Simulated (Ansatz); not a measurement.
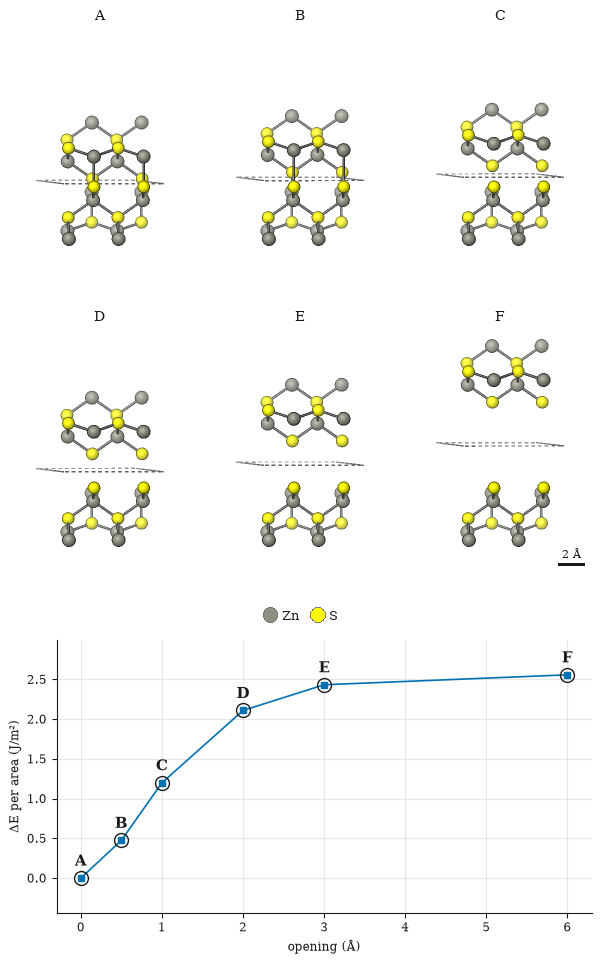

A scan of solid ZnS (P6_3mc): the crystal is pulled apart rigidly along the normal of the (1 0 1) plane of the conventional cell, at a cut between a plane of S below and one of S above, 0.49 Å apart. One cut stands in each cell, which starts 11.8 Å high; nothing is relaxed, and the dashed outline marks the cut. The lettered frames are marked on the plot. Style: ball-and-stick. Shown: the layers on both sides of the cut, from the side, nearly along the cut plane.

Level of theory: DFT PBE, scalar-relativistic, plane waves, PAW in Ansatz. Settings: plane-wave cutoff 420 eV; k-point mesh 4 × 7 × 3; occupations gaussian; smearing width 0.05 eV; no spin polarisation. Energies (free energies at the smearing named) are counted from the relaxed crystal.

Question: Read off the main features of the energy profile.

Answer: At the widest opening, 6.00 Å, the energy has risen by 2.558 J/m², where the curve has levelled off: this is the ideal work of separation, the sum of the two unrelaxed surface energies of a slab 11.8 Å thick. The steepest rise lies between 0.50 Å and 1.00 Å, with a mean traction of about 14 GPa. The band gap on the mesh, 2.08 eV in the reference, closes at 2.00 Å, 3.00 Å, 6.00 Å.
